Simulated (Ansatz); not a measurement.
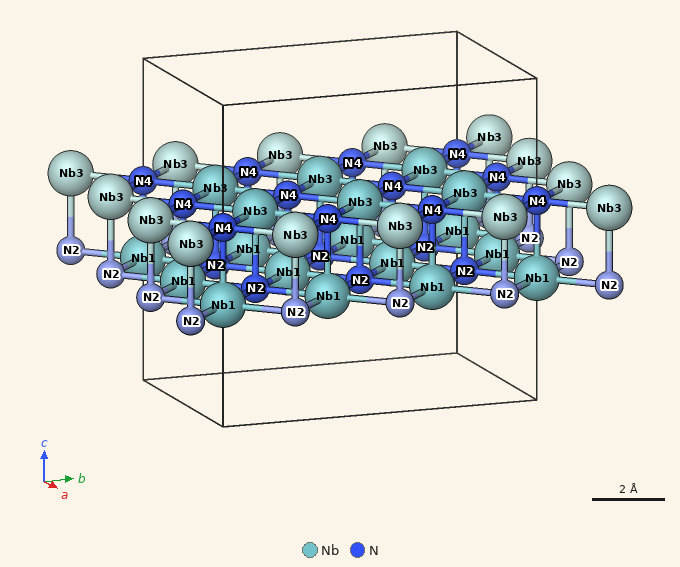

Fig. 1: The structure as given in the input (ball-and-stick view of the 2 × 3 repeat of the cell, with the vacuum cut short, seen slightly off an axis; neighbours outside the cell are drawn fainter; atoms are numbered from 1 in the order of the input). Near neighbours in the crystal (not all of them lie inside the picture): Nb has 5 N at 2.21 Å; N has 5 Nb at 2.21 Å.

## What a change does: single-point calculation on NbN

System: NbN (slab, 4 atoms in the cell).
Method of run A: DFT, PBE, PAW with Ansatz's default frozen-core files, scalar-relativistic, no spin polarisation (Ansatz 0.2.0).

Text and figures count atoms from 1; the logs count them from 0 in places.

**Input, run A**
```yaml
crystal:
  lattice:
    - [3.1267856457, 0.0, 0.0]
    - [0.0, 3.1267856457, 0.0]
    - [0.0, 0.0, 18.211]
  atoms:
    - { symbol: Nb, position: [0.0, 0.0, 0.4392957187] }
    - { symbol: "N", position: [0.5, 0.5, 0.4392957187] }
    - { symbol: Nb, position: [0.5, 0.5, 0.5607042813] }
    - { symbol: "N", position: [0.0, 0.0, 0.5607042813] }
kpoints:
  mp_grid: { grid: [13, 13, 1] }
scf:
  occupations: { method: fermi_dirac, width: 0.1 }
hamiltonian:
  xc: pbe
  pseudopotentials: { kind: paw }
output:
  forces: true
  stress: true
  eigenvalues: true
  populations: true
efield:
  axis: 3
  amplitude: 0
  dipole_correction: true
```

Command:
```bash
ansatz run input.yaml --threads 1 --pin off --max-ram 3584MiB --backend cpu --events-out ev --progress --plain --runs-dir out
```

Hardware: 1 thread of AMD EPYC (Zen 3), 32 GiB of memory available, shared host.

**Output, shortened to warnings, some set-up lines, iterations and results (run A)**
```
Basis set: ecut = 420 eV, 3501 PW (Γ), exchange–correlation on 48×48×250 points (8 copies of the dense FFT grid, shifted against one another)
Symmetry: 8 space group operations
k-points: 28 of 169
Initial density: superposition of atomic densities (neutral atoms: chi_scale 0, normalization atom), corrected by the library's trained network
[...]
SCF iter   1: F=—  HF=-9874.854794 eV  |F-HF|=—  |Δ(HF+E_count)|=         —  Δρ=4.97e-3  dr2=6.12e-2  ethr=1.77e-3  p=-0.000 e·Å  D=-2.18e-14 V/Å  ΔV_dip=0.00 eV  …
SCF iter   2: F=—  HF=-9874.850498 eV  |F-HF|=—  |Δ(HF+E_count)|=   4.30e-3  Δρ=2.42e-3  dr2=6.85e-3  ethr=1.70e-4  p=-0.000 e·Å  D=-1.21e-5 V/Å  ΔV_dip=0.00 eV  …
SCF iter   3: F=—  HF=-9874.849444 eV  |F-HF|=—  |Δ(HF+E_count)|=   1.05e-3  Δρ=3.54e-4  dr2=4.65e-4  ethr=1.90e-5  p=-0.000 e·Å  D=-4.68e-6 V/Å  ΔV_dip=0.00 eV  …
SCF iter   4: F=—  HF=-9874.849488 eV  |F-HF|=—  |Δ(HF+E_count)|=   4.38e-5  Δρ=1.52e-4  dr2=2.21e-4  ethr=1.29e-6  p=-0.000 e·Å  D=-2.04e-6 V/Å  ΔV_dip=0.00 eV  …
SCF iter   5: F=—  HF=-9874.849463 eV  |F-HF|=—  |Δ(HF+E_count)|=   2.54e-5  Δρ=4.94e-5  dr2=1.25e-5  ethr=6.14e-7  p=-0.000 e·Å  D=-1.20e-6 V/Å  ΔV_dip=0.00 eV  …
SCF iter   6: F=—  HF=-9874.849469 eV  |F-HF|=—  |Δ(HF+E_count)|=   5.82e-6  Δρ=2.33e-5  dr2=1.40e-6  ethr=3.48e-8  p=-0.000 e·Å  D=-4.37e-7 V/Å  ΔV_dip=0.00 eV  …
SCF iter   7: F=—  HF=-9874.849469 eV  |F-HF|=—  |Δ(HF+E_count)|=   5.97e-7  Δρ=8.43e-6  dr2=2.33e-7  ethr=3.89e-9  p=0.000 e·Å  D=2.65e-8 V/Å  ΔV_dip=-0.00 eV  …
SCF iter   8: F=-9874.849469 eV  HF=-9874.849469 eV  |F-HF|=3.38e-10  |Δ(HF+E_count)|=   7.20e-8  Δρ=2.62e-6  dr2=1.36e-8  ethr=2.78e-10  p=0.000 e·Å  D=2.10e-8 V/Å  …
SCF 1 converged in 8 iterations: F = -9874.849469 eV  dr2 = 1.36e-8
SCF converged after 8 iterations
Free energy (F): -9874.849469 eV
Harris-Foulkes:  -9874.849469 eV  (|F-HF|=3.38e-10)
Internal energy: -9874.737662 eV  (E = F + TS)
E sigma→0 (E₀):  -9874.793566 eV
Entropy (-TS):   -0.111807 eV (-27.952 meV/atom)
Fermi energy:    2.169756 eV
Dipole field:    D = 0.000000 V/Å  (p = 0.000000 e·Å, saw-weighted, corrected)
Work function:   Φ+ = 3.6173 eV   Φ− = 3.6173 eV
Levels:          The Fermi level and band energies are counted from a zero that moves with the ramp; work functions are not
--- Per-component energies (eV) ---
  E_band       = -660.767848
  E_kinetic    = 1040.302732
  E_local      = -23385.573940  (includes V_loc(G=0)·N_el)
  E_nonlocal   = 328.127330
  E_hartree    = 11090.507726
  E_xc         = -467.962792
  E_vxc        = -574.317532  (∫ρ·V_xc dr)
  E_paw        = -6399.268383  (= ΣΔE_a)
  E_vpaw       = -250.315722  (= ΣTr[D̂ρ^β])
  E_aug_tail   = 0.000186  (compensation charges beyond the density's cutoff)
  E_efield     = 0.000000  (sawtooth field / dipole correction)
  E_vefield    = 0.000000  (∫n·V_field dr)
  E_ewald      = 7919.129478
  E_smearing   = -0.111807  (= −TS)
  E_closure    = -0.000000  (closes the sum)
  Σ components = -9874.849469   (vs F -9874.849469, Δ=0.00e0)
--- Forces (eV/Å), atoms counted from 1 ---
  atom   1  Nb     0.00000000     0.00000000     2.38437610
  atom   2  N     -0.00000000     0.00000000    -0.67844453
  atom   3  Nb     0.00000000     0.00000000    -2.38437614
  atom   4  N     -0.00000000     0.00000000     0.67844397
  max |Σ_I F_I| component: 5.96e-7 eV/Å
--- Stress (GPa, compression-positive) ---
       -6.214713       0.000000       0.000000
        0.000000      -6.214713       0.000000
        0.000000       0.000000      -3.394779
  P = ⅓ Tr σ = -5.2747 GPa (-52.747 kbar)
--- Löwdin populations: 4 sites ---
  site symbol       q [e]
     0     Nb     12.2687
     1      N      5.6485
     2     Nb     12.2687
     3      N      5.6485
  spilling = 0.004598 (of n_electrons = 36.000000)
```

The input of run B differs as follows (lines with − go, lines with + come):
```diff
-  occupations: { method: fermi_dirac, width: 0.1 }
+  occupations: { method: tetrahedron_uncorrected }
```

What does this change do to the results?

The energy of run B (smearing taken to zero) is 15.8 meV per atom higher, which measures how much it depends on this numerical setting. The largest force goes from 2.384 to 2.351 eV/Å. The SCF takes 10 iterations against 8. On the same kind of shared host run B took about 0.69 times as long.

**Output, shortened to warnings, some set-up lines, iterations and results (run B)**
```
Basis set: ecut = 420 eV, 3501 PW (Γ), exchange–correlation on 48×48×250 points (8 copies of the dense FFT grid, shifted against one another)
Symmetry: 8 space group operations
k-points: 28 of 169
Initial density: superposition of atomic densities (neutral atoms: chi_scale 0, normalization atom), corrected by the library's trained network
[...]
SCF iter   1: F=—  HF=-9874.739199 eV  |F-HF|=—  |Δ(HF+E_count)|=         —  Δρ=5.38e-3  dr2=7.65e-2  ethr=1.77e-3  p=-0.000 e·Å  D=-2.18e-14 V/Å  ΔV_dip=0.00 eV  …
SCF iter   2: F=—  HF=-9874.731963 eV  |F-HF|=—  |Δ(HF+E_count)|=   7.24e-3  Δρ=2.57e-3  dr2=1.93e-2  ethr=2.13e-4  p=0.000 e·Å  D=2.34e-7 V/Å  ΔV_dip=-0.00 eV  …
SCF iter   3: F=—  HF=-9874.732614 eV  |F-HF|=—  |Δ(HF+E_count)|=   6.52e-4  Δρ=1.97e-3  dr2=1.43e-2  ethr=5.37e-5  p=0.000 e·Å  D=8.54e-5 V/Å  ΔV_dip=-0.00 eV  …
SCF iter   4: F=—  HF=-9874.730247 eV  |F-HF|=—  |Δ(HF+E_count)|=   2.37e-3  Δρ=6.02e-4  dr2=2.60e-3  ethr=3.97e-5  p=-0.001 e·Å  D=-8.35e-4 V/Å  ΔV_dip=0.02 eV  …
SCF iter   5: F=—  HF=-9874.732152 eV  |F-HF|=—  |Δ(HF+E_count)|=   1.91e-3  Δρ=1.51e-3  dr2=4.63e-2  ethr=7.22e-6  p=0.006 e·Å  D=5.69e-3 V/Å  ΔV_dip=-0.10 eV  …
SCF iter   6: F=—  HF=-9874.730211 eV  |F-HF|=—  |Δ(HF+E_count)|=   1.94e-3  Δρ=2.11e-4  dr2=8.95e-5  ethr=7.22e-6  p=-0.000 e·Å  D=-1.45e-4 V/Å  ΔV_dip=0.00 eV  …
SCF iter   7: F=—  HF=-9874.730266 eV  |F-HF|=—  |Δ(HF+E_count)|=   5.49e-5  Δρ=5.86e-5  dr2=6.39e-6  ethr=2.49e-7  p=0.000 e·Å  D=3.18e-5 V/Å  ΔV_dip=-0.00 eV  …
SCF iter   8: F=—  HF=-9874.730272 eV  |F-HF|=—  |Δ(HF+E_count)|=   6.75e-6  Δρ=1.80e-5  dr2=5.79e-7  ethr=1.77e-8  p=-0.000 e·Å  D=-1.82e-5 V/Å  ΔV_dip=0.00 eV  …
SCF iter   9: F=—  HF=-9874.730273 eV  |F-HF|=—  |Δ(HF+E_count)|=   1.76e-7  Δρ=1.04e-5  dr2=1.98e-7  ethr=1.61e-9  p=0.000 e·Å  D=6.07e-6 V/Å  ΔV_dip=-0.00 eV  …
SCF iter  10: F=-9874.730273 eV  HF=-9874.730273 eV  |F-HF|=7.91e-9  |Δ(HF+E_count)|=   6.92e-8  Δρ=2.76e-6  dr2=7.73e-9  ethr=2.78e-10  p=-0.000 e·Å  D=-8.36e-8 V/Å  …
SCF 1 converged in 10 iterations: F = -9874.730273 eV  dr2 = 7.73e-9
SCF converged after 10 iterations
Stability not checked: this state was not tested for a lower state beside it, because the mixer in use, unlike msr1, does not test its closes by its own steps (another_mixer; see scf.mixing.algorithm and scf.lower_state_search)
Free energy (F): -9874.730273 eV
Harris-Foulkes:  -9874.730273 eV  (|F-HF|=7.91e-9)
Internal energy: -9874.729757 eV  (E = F + TS)
E sigma→0 (E₀):  -9874.730273 eV
Entropy (-TS):   -0.000516 eV (-0.129 meV/atom)
Fermi energy:    2.154940 eV
Dipole field:    D = 0.000012 V/Å  (p = 0.000012 e·Å, saw-weighted, corrected)
Work function:   Φ+ = 3.6390 eV   Φ− = 3.6393 eV
Levels:          The Fermi level and band energies are counted from a zero that moves with the ramp; work functions are not
--- Per-component energies (eV) ---
  E_band       = -661.542399
  E_kinetic    = 1040.282313
  E_local      = -23384.748061  (includes V_loc(G=0)·N_el)
  E_nonlocal   = 328.109798
  E_hartree    = 11089.712775
  E_xc         = -467.953477
  E_vxc        = -574.304578  (∫ρ·V_xc dr)
  E_paw        = -6399.262769  (= ΣΔE_a)
  E_vpaw       = -250.310284  (= ΣTr[D̂ρ^β])
  E_aug_tail   = 0.000187  (compensation charges beyond the density's cutoff)
  E_efield     = 0.000000  (sawtooth field / dipole correction)
  E_vefield    = 0.000000  (∫n·V_field dr)
  E_ewald      = 7919.129478
  E_smearing   = -0.000516  (= −TS)
  E_closure    = -0.000000  (closes the sum)
  Σ components = -9874.730273   (vs F -9874.730273, Δ=0.00e0)
--- Forces (eV/Å), atoms counted from 1 ---
  atom   1  Nb     0.00000000     0.00000000     2.35082936
  atom   2  N      0.00000000     0.00000000    -0.62366310
  atom   3  Nb     0.00000000     0.00000000    -2.35084982
  atom   4  N      0.00000000     0.00000000     0.62367790
  max |Σ_I F_I| component: 5.66e-6 eV/Å
--- Stress (GPa, compression-positive) ---
       -6.182805       0.000000       0.000000
        0.000000      -6.182805       0.000000
       -0.000000       0.000000      -3.437000
  P = ⅓ Tr σ = -5.2675 GPa (-52.675 kbar)
--- Löwdin populations: 4 sites ---
  site symbol       q [e]
     0     Nb     12.2687
     1      N      5.6484
     2     Nb     12.2687
     3      N      5.6484
  spilling = 0.004607 (of n_electrons = 36.000000)
```

**The two runs side by side**

| quantity | run A | run B |
| --- | --- | --- |
| outcome | converged | converged |
| free energy per atom (eV) | −2468.7124 | −2468.6826 |
| energy per atom, smearing taken to zero (eV) | −2468.6984 | −2468.6826 |
| largest force (eV/Å) | 2.384 | 2.351 |
| SCF iterations | 8 | 10 |
| irreducible k-points | 28 | 28 |
| plane waves at Γ | 3501 | 3501 |
| wall time (shared host) | 14 s | 9.6 s |
